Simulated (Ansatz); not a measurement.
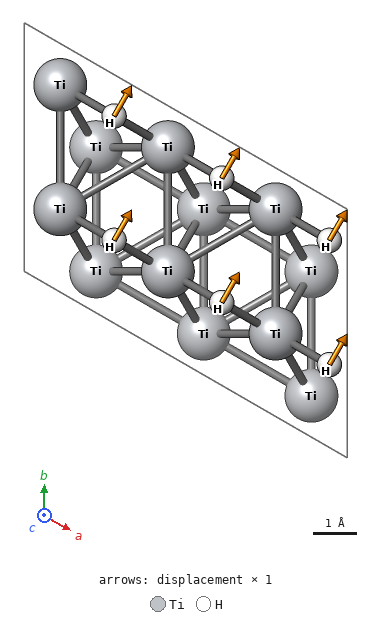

A constrained relaxation of a slab of composition Ti3H (cut from the P6_3/mmc phase). The starting structure is drawn; orange arrows show the displacements, at their true length.

Style: ball-and-stick. Shown: the 3 × 2 repeat of the cell, outlined in the plane, without the vacuum, along the c axis.

Case: H put at a bridge Ti-Ti site. The slab is the (0 0 1) face of Ti with H on it. 1 atoms are held fixed.

Method: Ansatz 0.2.0, DFT r2SCAN, scalar-relativistic, plane waves, PAW. Set-up: plane-wave cutoff 500 eV; k-point mesh 12 × 12 × 1; occupations gaussian; smearing width 0.1 eV; no spin polarisation; dipole correction; atoms relaxed in a fixed cell; force threshold 0.03 eV/Å; at most 70 steps.

Atoms of which element are displaced furthest, and by how much?

Hydrogen: up to 0.87 Å, against 0.04 Å for titanium.

What did the optimiser do to the structure, and how much energy did it gain?

After 7 accepted moves (8 points after the start) the energy has fallen by 0.368 eV per cell of the calculation. Largest force component: 0.63 eV/Å at the start, 0.015 eV/Å at the end. 1 step only repeated the SCF at the same geometry. The H atom moves most: 0.87 Å at 78° to the normal (−c side). Largest moves by element: H 0.87 Å, Ti 0.04 Å. The lattice vectors keep their values. Near-neighbour distances that change, for instance: H–Ti 2.829 → 1.979 Å, H–Ti 1.922 → 1.978 Å, Ti–Ti 2.786 → 2.834 Å, Ti–Ti 2.787 → 2.775 Å. Among the angles between lasting bonds that change: Ti–H–Ti 99.6° → 95.8°. Cost: 2.5 min on 2 threads of Arm Neoverse V2 (shared host), peak memory 0.86 GiB.

Limits of the set-up: the periodic images lie only 2.9 Å apart, so the values are limited by the cell's size.
